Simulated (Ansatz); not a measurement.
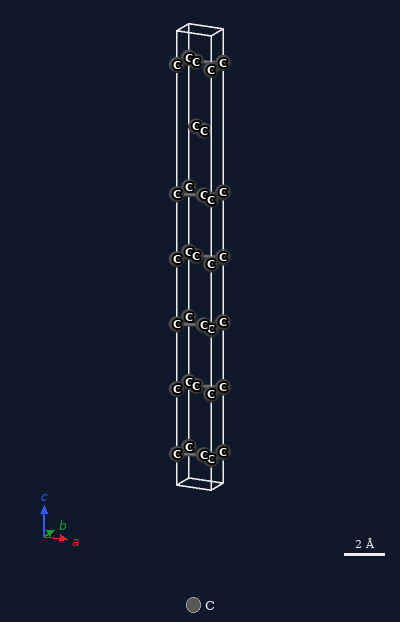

**Figure 1.** The structure as given in the input (ball-and-stick view of the cell of the calculation, seen slightly off an axis).

C: single-point calculation

System: C (interface cell, 14 atoms in the cell).
Method: DFT, PBE, dispersion d3bj, plane waves, PAW, no spin polarisation (Ansatz 0.2.0).

The structure derives from an entry of the Crystallography Open Database.

What the program printed:
```
Warning: the atoms were moved onto the symmetric positions of the space group found under crystal.symmetry.tolerance 1.0e-5 (fractional; no operation is sought that the atoms, as they stand in a round, miss by more than twice it, and no atom is moved by as much as it), and the run uses the moved positions. Before a round's move an operation carried an atom to 3.56e-4 Å from where it should land, the largest such distance. Atom 0 (counting from 0) moved farthest, by 1.78e-4 Å; the longest move in fractions of the cell, of whichever atom, is 0.76 of the tolerance, in 1 round. To run the atoms as typed, lower crystal.symmetry.tolerance until the operations that they miss are no longer found, or set crystal.symmetry.detect: false (a key that needs symmetry detection or time reversal refuses this as the deck is read). The positions used, in the order of the run's atom list: position: [0.002143796021428548, -0.0021437960214285663, 0.06813841234285715]; position: [0.6687734433214286, 0.3312265566785714, 0.06814873754285716]; position: [0.0036439759214285526, -0.0036439759214285826, 0.21131836399285714]; position: [0.3369799188714286, 0.6630200811285714, 0.21131329274285712]; position: [-0.0036156939785714215, 0.0036156939785714336, 0.35396973299285717]; position: [0.6630483630714286, 0.33695163692857144, 0.35397480424285716]; position: [-0.002115514078571438, 0.0021155140785714026, 0.49714968464285714]; position: [0.33125483862142857, 0.6687451613785714, 0.49713935944285714]; position: [0.6667683955714286, 1.3332316044285715, 0.6400293049928572]; position: [0.0001008477714285329, 1.9998991522285714, 0.6399698452928572]; position: [1.3333476832214286, 1.6666523167785714, 0.7826744526928572]; position: [0.6666805987214286, 2.3333194012785716, 0.7826136442928572]; position: [1.9999274341714286, 2.0000725658285714, 0.9253182516928572]; position: [1.3332598863714284, 2.6667401136285713, 0.9252587919928572]; The lattice was moved too: crystal.lattice keeps the space group found at crystal.symmetry.tolerance 1.0e-5 only nearly: the operation that it misses by the most changes a squared length by the fraction 7.49e-12. The run uses the lattice that is a stretch of the typed one, with no rotation, onto the one that keeps every operation to a double's rounding (on a very oblique basis the stretch itself rounds by more); the deck's lattice vector that moved farthest moved by 4.62e-12 Å. To run the lattice as typed, set crystal.symmetry.detect: false, as for the atoms. crystal.lattice made exact, in Å and degrees: [[2.4649634461960006, -2.3090976716032537e-12, 0.0], [-1.2324817231, 2.134720963804618, 0.0], [0.0, 0.0, 23.514731003]]. Pasted over the deck's crystal.lattice, beside positions in fractional coordinates, it runs the same cell (given as lengths and angles, that cell in the form's own orientation, a rigid turn of the misfit's size from the one run here, for which a checkpoint.post_process_only pass over this run's state can be refused: where this run relaxes nothing, give such a pass this deck's own crystal.lattice, as typed; behind a relaxation, as crystal.lattice, the state's own cell, identity.cell in its checkpoint.json), and a matrix so pasted ends this notice, except on a very skew basis of the lattice, where the rounding of the pasted numbers themselves can read as a misfit: the cell is then moved again, and that move is told again. The lattice as run is in this notice's lattice.as_run_ang field (Run.prep()["deck_notices"] in Python, the deck_notice line of an events file, deck_notices of ansatz run --dry-run=json, or deck_notices in record.json in the deck's checkpoint.write directory).
Engine: ansatz 0.2.0, x86_64-unknown-linux-gnu
Pseudopotentials: kind: paw
Pseudopotential: C, paw, valence charge 4, recommended cutoff 420 eV (normal), C.paw.azcp
Functional definition: PBE
  parameter kappa = 0.804
  parameter beta = 0.06672455060314922
  exchange = pbe_x(kappa = kappa, mu = beta*pi^2/3)
  correlation = pbe_c(beta = beta)
Crystal: 14 atoms, lattice volume = 123.735 Å³
Basis set: ecut = 450 eV, 2739 PW (Γ), exchange–correlation on 36×36×360 points (8 copies of the dense FFT grid, shifted against one another)
Bands: 42, of which v1, the nominal top of the filled ones, is band 28 counted from 1 (27 counted from 0)
Symmetry: 4 space group operations
Space group: C2/m (ITA 12), of the structure as read, at distance tolerance 5.0e-5 Å
k-points: 128 of 450
Non-local potential: C, projectors of the file, l = 0: 2, l = 1: 2, l = 2: 1
PAW form: soft (Blöchl's): semilocal exchange-correlation on the pseudo side does not see the compensation charge
PAW one-centre angular grid: C, 110 points (default); XC on 64 Gauss nodes
Initial density: superposition of atomic densities (neutral atoms: chi_scale 0, normalization atom), corrected by the library's trained network
Initial wavefunctions: pseudopotential atomic-orbital guess
Functional: x = pbe(κ = 0.804, μ = 0.2195149727645171), c = pbe(β = 0.06672455060314922)
SCF iter   1: F=—  HF=-3515.213680 eV  |F-HF|=—  |Δ(HF+E_count)|=         —  Δρ=2.55e-3  dr2=6.80e-3  ethr=1.77e-3  ⟨swp⟩=10.3  Hψ=28085  notcnv=1
preconditioner: auto → Kerker (q_TF=auto, 2.391 Å⁻¹)  [metal: Δε(μ)=0.009 eV  Ē_g=15.735 eV  σ=0.100 eV  W_gap=0.05  n_scr=16 (ndim 8)  ℏωp=25.0 eV  f_vac=0.001  D(μ)=0.42/eV (n_scr^D=4)]
SCF iter   2: F=—  HF=-3515.215469 eV  |F-HF|=—  |Δ(HF+E_count)|=   1.79e-3  Δρ=8.76e-4  dr2=1.20e-3  ethr=1.21e-5  ⟨swp⟩=3.7  Hψ=13273  notcnv=0  defer=14
iter 3 solved again at ethr=1.01e-7 eV; its pass at ethr=2.15e-6 eV (dr2=5.68e-5 eV) is discarded
SCF iter   3: F=—  HF=-3515.215000 eV  |F-HF|=—  |Δ(HF+E_count)|=   4.69e-4  Δρ=1.43e-4  dr2=6.06e-5  ethr=1.01e-7  ⟨swp⟩=2.6  Hψ=18519  notcnv=0  defer=3
SCF iter   4: F=—  HF=-3515.214986 eV  |F-HF|=—  |Δ(HF+E_count)|=   1.41e-5  Δρ=2.20e-5  dr2=1.87e-6  ethr=1.01e-7  ⟨swp⟩=2.0  Hψ=9029  notcnv=0  defer=1
SCF iter   5: F=—  HF=-3515.214985 eV  |F-HF|=—  |Δ(HF+E_count)|=   4.24e-7  Δρ=4.68e-6  dr2=3.51e-8  ethr=3.33e-9  ⟨swp⟩=2.6  Hψ=9358  notcnv=0
SCF iter   6: F=-3515.214985 eV  HF=-3515.214985 eV  |F-HF|=8.01e-10  |Δ(HF+E_count)|=  3.88e-10  Δρ=5.91e-7  dr2=9.58e-10  ethr=6.27e-11  ⟨swp⟩=3.2  Hψ=11340  notcnv=0
SCF 1 converged in 6 iterations: F = -3515.214985 eV  dr2 = 9.58e-10
  Residual-converged pass: ⟨swp⟩=2.9  Hψ=9657  notcnv=0  max |occ|·‖R‖ = 6.6e-6 eV (tolerance 6.7e-6 eV)  dr2=9.95e-10  dr2_onsite=1.33e-11  max |Δocc| = 4.6e-11
  greatest PAW one-centre occupation: 0.673 electrons in one spin orbital (limit 2), on the C atom at site 6 (counted from 0), in its partial waves of l = 0
SCF converged after 6 iterations
Stability not checked: this state was not tested for a lower state beside it, because a direct minimisation reached the state, and no test of it is asked (direct_minimisation; see scf.lower_state_search)
Free energy (F): -3515.214985 eV
Harris-Foulkes:  -3515.214985 eV  (|F-HF|=8.01e-10)
Internal energy: -3515.212896 eV  (E = F + TS)
E sigma→0 (E₀):  -3515.213941 eV
Entropy (-TS):   -0.002089 eV (-0.149 meV/atom)
Fermi energy:    6.963322 eV
--- Per-component energies (eV) ---
  E_band       = -120.847949
  E_kinetic    = 1272.963505
  E_local      = -2143.380095  (includes V_loc(G=0)·N_el)
  E_nonlocal   = 382.760094
  E_hartree    = 647.270574
  E_xc         = -672.192045
  E_vxc        = -832.309436  (∫ρ·V_xc dr)
  E_paw        = -1390.969977  (= ΣΔE_a)
  E_vpaw       = -95.423987  (= ΣTr[D̂ρ^β])
  E_aug_tail   = 0.000075  (compensation charges beyond the density's cutoff)
  E_ewald      = -1609.479213
  E_disp       = -2.185815  (pairwise vdW)
  E_smearing   = -0.002089  (= −TS)
  E_closure    = 0.000000  (closes the sum)
  Σ components = -3515.214985   (vs F -3515.214985, Δ=0.00e0)
--- Forces (eV/Å), atoms counted from 1 ---
  atom   1  C     -0.00729533     0.00421196     0.00086455
  atom   2  C      0.00716533    -0.00413691    -0.00117190
  atom   3  C      0.00019440    -0.00011223    -0.00035120
  atom   4  C     -0.00086931     0.00050190    -0.00092268
  atom   5  C     -0.00019440     0.00011223     0.00035120
  atom   6  C      0.00086931    -0.00050190     0.00092268
  atom   7  C      0.00729533    -0.00421196    -0.00086455
  atom   8  C     -0.00716533     0.00413691     0.00117190
  atom   9  C     -0.00032160     0.00018568    -0.00350768
  atom  10  C      0.00007505    -0.00004333     0.00211910
  atom  11  C     -0.00004020     0.00002321    -0.00212219
  atom  12  C      0.00004020    -0.00002321     0.00212219
  atom  13  C     -0.00007505     0.00004333    -0.00211910
  atom  14  C      0.00032160    -0.00018568     0.00350768
  max |Σ_I F_I| component: 0.00e0 eV/Å
--- Stress (GPa, compression-positive) ---
        0.035566       0.006564      -0.000977
        0.006564       0.043146       0.000564
       -0.000977       0.000564       0.060268
  P = ⅓ Tr σ = 0.0463 GPa (0.463 kbar)
--- Band table (eV; the first three rows and the last of 128) ---
  k-point 0: bands = ["-12.6838", "-12.6314", "-12.6298", "-12.5073", "-12.5060", "-12.4021", "-12.4021", "-1.4659", "-1.4597", "-0.8749", "-0.8684", "-0.0291", "-0.0231", "0.4085", "3.9460", "3.9464", "3.9466", "3.9486", "3.9522", "3.9528", "3.9533", "3.9547", "3.9597", "3.9607", "3.9609", "3.9627", "3.9639", "3.9652", "11.2455", "12.1946", "12.2049", "14.5205", "14.5363", "15.3081", "15.3095", "15.3097", "15.3109", "15.3256", "15.3264", "15.3267", "15.3288", "15.3473"]
  k-point 1: bands = ["-12.6712", "-12.6686", "-12.5737", "-12.5718", "-12.4460", "-12.4449", "-12.3864", "-1.5444", "-1.2311", "-1.2254", "-0.4487", "-0.4423", "0.2870", "0.2922", "3.9454", "3.9464", "3.9486", "3.9491", "3.9503", "3.9506", "3.9563", "3.9568", "3.9577", "3.9581", "3.9624", "3.9636", "3.9640", "3.9648", "11.4908", "11.4994", "13.2472", "13.2602", "15.3064", "15.3077", "15.3149", "15.3160", "15.3168", "15.3187", "15.3370", "15.3377", "15.3388", "15.3397"]
  k-point 2: bands = ["-12.5778", "-12.5258", "-12.5241", "-12.4024", "-12.4012", "-12.2979", "-12.2979", "-1.3372", "-1.3310", "-0.7485", "-0.7420", "0.0937", "0.0996", "0.5292", "3.5160", "3.5198", "3.5231", "3.5313", "3.5354", "3.5418", "3.5439", "3.7203", "3.7242", "3.7270", "3.7341", "3.7376", "3.7433", "3.7452", "11.3734", "12.3175", "12.3277", "14.6206", "14.6359", "15.3480", "15.3519", "15.3890", "15.3969", "15.4047", "15.4116", "15.4189", "15.7582", "15.7606"]
  k-point 127: bands = ["-7.7385", "-7.7349", "-7.6780", "-7.6698", "-7.5977", "-7.5904", "-7.5579", "-5.9248", "-5.9218", "-5.8744", "-5.8705", "-5.8062", "-5.8043", "-5.7740", "0.5661", "0.5675", "0.5851", "0.5854", "0.6080", "0.6086", "0.6186", "3.9614", "4.0915", "4.1880", "4.4545", "4.6086", "4.7891", "4.8715", "8.5292", "8.6070", "8.7271", "8.8886", "9.0372", "9.2713", "9.3361", "14.2149", "14.2176", "14.3437", "14.3458", "14.5097", "14.5116", "14.5858"]
```

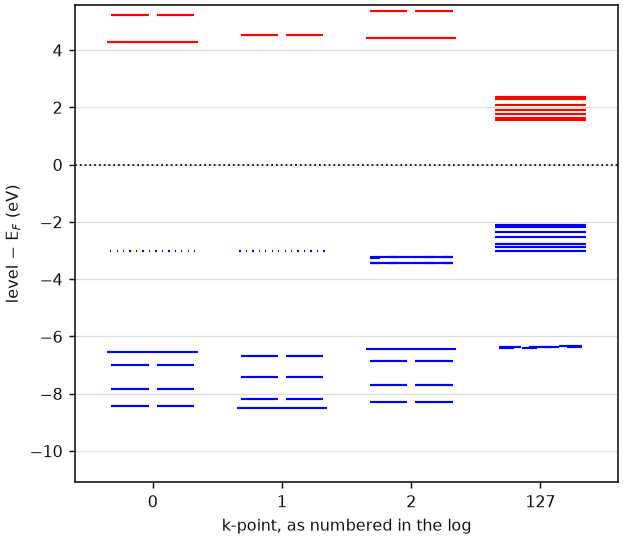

**Figure 2.** Kohn–Sham levels near the Fermi level (dotted) at the few k-points that the log prints; levels within 0.02 eV of each other stand side by side. The system is metallic on the full mesh.

The run was set up as follows.

The input:
```yaml
crystal:
  lattice:
    - [2.4649634462, 0.0, 0.0]
    - [-1.2324817231, 2.1347209638, 0.0]
    - [0.0, 0.0, 23.514731003]
  atoms:
    - { symbol: C, position: [0.0021432181, -0.0021432181, 0.0681459796] }
    - { symbol: C, position: [0.6687728896, 0.3312271104, 0.0681563026] }
    - { symbol: C, position: [0.0036447215, -0.0036447215, 0.2113133583] }
    - { symbol: C, position: [0.3369806657, 0.6630193343, 0.2113082868] }
    - { symbol: C, position: [-0.0036149484, 0.0036149484, 0.3539647273] }
    - { symbol: C, position: [0.6630491099, 0.3369508901, 0.3539697983] }
    - { symbol: C, position: [-0.002116092, 0.002116092, 0.4971572519] }
    - { symbol: C, position: [0.3312542849, 0.6687457151, 0.4971469245] }
    - { symbol: C, position: [0.6667677937, 1.3332322063, 0.6400265484] }
    - { symbol: C, position: [0.0001002221, 1.9998997779, 0.6399670959] }
    - { symbol: C, position: [1.33334855, 1.66665145, 0.782674838] }
    - { symbol: C, position: [0.6666814655, 2.3333185345, 0.7826140296] }
    - { symbol: C, position: [1.9999268085, 2.0000731915, 0.9253155023] }
    - { symbol: C, position: [1.3332592845, 2.6667407155, 0.9252560354] }
basis:
  ecutwfc: "450 eV"
kpoints:
  mp_grid: { grid: [15, 15, 2] }
hamiltonian:
  xc: pbe
  dispersion: d3bj
scf:
  occupations: { method: gaussian, width: 0.1 }
  algorithm: direct_min
output:
  forces: true
  eigenvalues: true
  stress: true
```

Launch command:
```bash
ansatz run input.yaml --threads 2 --pin off --max-ram 6144MiB --backend cpu --events-out ev --progress --plain --runs-dir out
```

Key numbers:

| quantity | value |
| --- | --- |
| outcome | converged |
| electrons treated | 56 |
| free energy | −3515.2150 eV |
| Fermi energy | 6.963 eV |
| gap on the k-point mesh | none (metallic) |
| largest force (length of the vector) | 0.008 eV/Å |
| hardware | 2 threads of an x86-64 CPU, shared host |
| wall time | 37 s (CPU time 74 s) |
| peak memory | 1.7 GiB |

Notes:

Settings chosen away from the usual ones: basis.ecutwfc set to 450 eV (from 420); scf.algorithm set to direct_min. Warnings of the run: the structure was made exactly symmetric.
